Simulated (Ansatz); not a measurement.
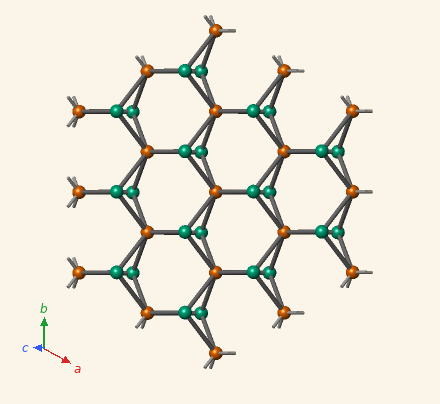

A cut-out of a periodic net derived from a crystal structure. Nodes are coloured by topological kind. One layer is drawn. Short stubs are edges that leave the cut-out.

### What net is this?

A binodal (3,6)-connected, two-periodic (layers) net. It is the net of the trigonal-prismatic layers of 2H-MoS2.

### Give point symbol and coordination sequence of each kind of node.

3-connected node: 4^3, sequence 3, 13, 9, 24; 6-connected node: 4^3.6^12, sequence 6, 6, 18, 12.

Origin of the net. The compound is MoS2 (space group R3m, No. 160), taken as the geometry relaxed with Ansatz 0.2.0, DFT PBE+D3(BJ), scalar-relativistic, plane waves, PAW. Bonds are taken as Mo–S below 2.7 Å. The graph is simplified in the usual way: terminal and isolated atoms are pruned, two-connected atoms become edges. S is a 3-connected node; Mo is a 6-connected node, in the ratio 2:1.
